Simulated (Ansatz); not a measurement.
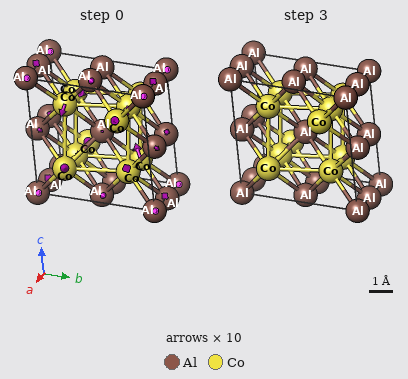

The structure of crystalline Al7Co8 (a generated structure, set up in P1) (coarse preliminary run) before (left) and after (right) a relaxation, at one scale. The purple arrows give the displacements (the part carried along by the change of the cell is left out), magnified 10 times.

Style: ball-and-stick. Shown: the cell of the calculation, slightly off an axis.

Case: 1 of 8 Al atoms taken out at random.

Method: DFT PBE, scalar-relativistic, plane waves, PAW (Ansatz 0.2.0). Set-up: plane-wave cutoff 420 eV; k-point mesh 3 × 2 × 2; occupations gaussian; smearing width 0.1 eV; mesh shifted by (0, 0.5, 0.5); collinear spin; cell and atoms relaxed; force threshold 0.04 eV/Å; at most 50 steps.

**What changed between the two?**

A Co atom moves most relative to the cell: 0.080 Å along [−2 −1 2]. By element the largest moves are Co 0.080 Å, Al 0.047 Å. The volume changes by −2.9 %, with a 5.704 → 5.669 Å (−0.6 %), b 6.377 → 6.309 Å (−1.1 %), c 6.377 → 6.310 Å (−1.0 %), β 63.4° → 63.3°, γ 63.4° → 63.3°. Among the contacts that change: Co–Co 2.899 → 2.773 Å, Co–Co 2.879 → 2.757 Å, Al–Co 2.537 → 2.428 Å, Co–Co 2.859 → 2.762 Å. Within 0.06 Å the space group is P1 at the start and I4/mmm at the end; at a tighter tolerance small leftover displacements or strains of the cell lower it. The energy falls by 15.8 meV per atom in 2 accepted moves (3 points after the start). Largest force component: 0.62 eV/Å at the start, 0.026 eV/Å at the end. Pressure: −3.64 GPa at the start and −0.09 GPa at the end. The SCF was repeated once at an unchanged geometry on a basis and grid sized afresh for the cell, which shifted the energy by 0.2 meV per atom at most. The program noted that the starting moments weren't kept.

Limits of the set-up: the k-point mesh is coarse for a cell with partly filled bands.
